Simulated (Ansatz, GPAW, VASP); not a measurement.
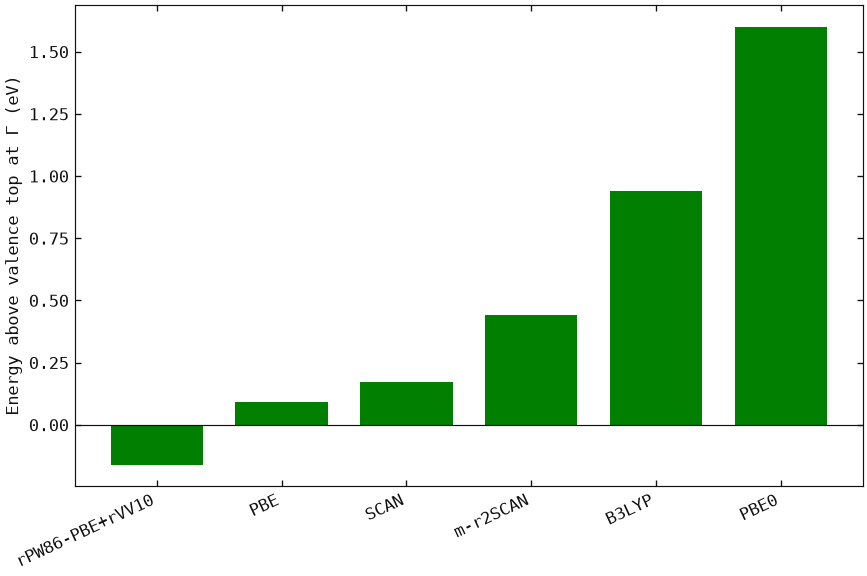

Lowest conduction level at Γ, counted from the valence-band top at Γ, by several methods on one cell of diamond-type Ge, space group Fd-3m (No. 227), 2 atoms in the primitive cell; cubic a = 5.658 Å. All runs are without spin-orbit coupling and carry no moments. The cell is at 4 GPa in PBE. A negative value at Γ means that the s-like level, then filled, lies under the p-like triplet: the bands are inverted and there is no gap. In some of the methods the smallest gap lies off these points.

Q: Which methods leave a gap at Γ?

A: PBE (0.09 eV), SCAN (0.17 eV), m-r2SCAN (0.44 eV), B3LYP (0.94 eV) and PBE0 (1.60 eV); under rPW86-PBE+rVV10 the bands are inverted and the gap is closed.

Q: How do the methods rank at Γ?

A: From low to high: rPW86-PBE+rVV10 −0.16, PBE 0.09, SCAN 0.17, m-r2SCAN 0.44, B3LYP 0.94, PBE0 1.60 eV. Too close to rank are PBE against SCAN (different programs, potentials and cutoffs).

| method | program | Γ (eV) |
| --- | --- | --- |
| rPW86-PBE+rVV10 | Ansatz | −0.16 |
| PBE | GPAW | 0.09 |
| SCAN | VASP | 0.17 |
| m-r2SCAN | Ansatz | 0.44 |
| B3LYP | Ansatz | 0.94 |
| PBE0 | Ansatz | 1.60 |

Settings. rPW86-PBE+rVV10: Ansatz PAW, 8×8×8 k mesh, 420 eV cutoff, Fermi-Dirac smearing of 0.05 eV (Ansatz 0.2.0). PBE: GPAW PAW data sets (gpaw-data 1.2.1), 8×8×8 k mesh, 600 eV cutoff, Gaussian smearing of 0.029 eV (GPAW 26.7.0). SCAN: VASP PAW PBE potentials, release 64 (Ge_d), 8×8×8 k mesh, 520 eV cutoff, Fermi-Dirac smearing of 0.05 eV (VASP 6.6.1). m-r2SCAN: Ansatz PAW earlier set, 8×8×8 k mesh, 1230 eV cutoff, Gaussian smearing of 0.02 eV (Ansatz 0.2.0). B3LYP: Ansatz PAW, 5×5×5 k mesh in the self-consistent step, 420 eV cutoff, Gaussian smearing of 0.02 eV (Ansatz 0.2.0). PBE0: Ansatz PAW, 4×4×4 k mesh, 420 eV cutoff, Fermi-Dirac smearing of 0.05 eV (Ansatz 0.2.0).

These are six of the 51 methods that were run on this cell. Runs that lie over 0.07 eV from the median of the programs for their method weren't drawn. The runs come from different programs and meshes, which adds differences of its own. Spin-orbit coupling is left out, which matters for Ge. rPW86-PBE+rVV10, PBE, SCAN, m-r2SCAN and B3LYP: measured Ge has an indirect gap, with the conduction bottom at L. rPW86-PBE+rVV10, SCAN, m-r2SCAN and PBE0: the PAW data sets were made with another functional. LDA, GGA and most meta-GGA functionals understate gaps. B3LYP: the potentials were made for another functional. B3LYP: the k mesh is thin for exact exchange. PBE0: the k mesh is coarse, so the values aren't converged, least of all with exact exchange. Over all k points computed the smallest gap is 1.53 eV in PBE0, from the valence top at Γ to the conduction bottom at L. Measured Ge has a positive gap at its own volume; rPW86-PBE+rVV10 close it.
